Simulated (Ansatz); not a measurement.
Program: Ansatz.

```
crystal:
  lattice:
    - [6.195205524, 0.0, 0.0]
    - [0.0, 6.195205524, 0.0]
    - [0.0, 0.0, 3.097602762]
  atoms:
    - { symbol: Fe, position: [0.00545098, -0.003411765, 0.024196078], spin: 4 }
    - { symbol: Al, position: [0.254196078, 0.252941176, 0.527882353] }
    - { symbol: Fe, position: [-0.008745098, 0.506784314, 0.028901961], spin: -4 }
    - { symbol: Al, position: [0.254901961, 0.753254902, 0.518705882] }
    - { symbol: Fe, position: [0.509215686, 0.004588235, 0.027568627], spin: -4 }
    - { symbol: Al, position: [0.745647059, 0.246352941, 0.529294118] }
    - { symbol: Fe, position: [0.495882353, 0.495568627, 0.013137255], spin: 4 }
    - { symbol: Al, position: [0.740392157, 0.750431373, 0.525843137] }
hamiltonian:
  xc: pbe
  pseudopotentials: { kind: nc }
kpoints:
  mp_grid: { grid: [1, 1, 1], shift: [0, 0, 0] }
magnetization:
  spin_polarized: true
scf:
  occupations: { method: fermi_dirac }
```

How does the iteration go?

It did not converge: it stopped after 100 iterations. The residual is still falling at the last step (down to 8 × 10⁻⁶).

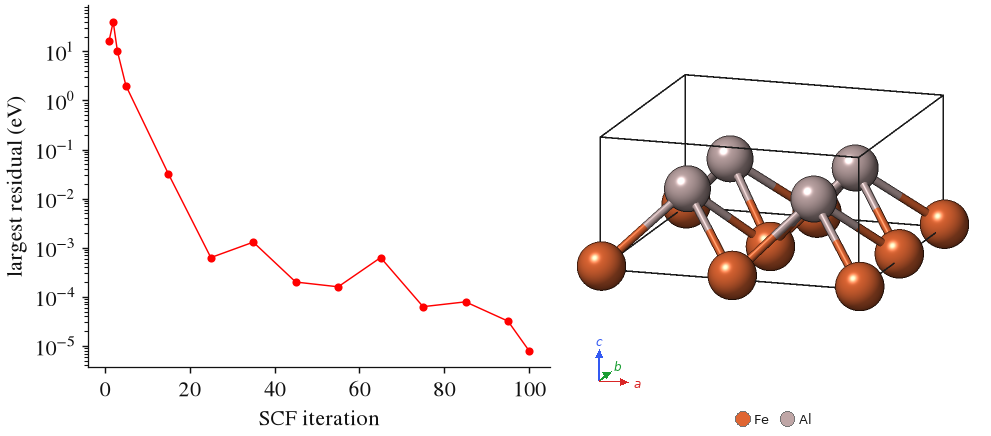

Beside the plot: the structure.

SCF iterations of a calculation: largest residual. Only some iterations were kept.
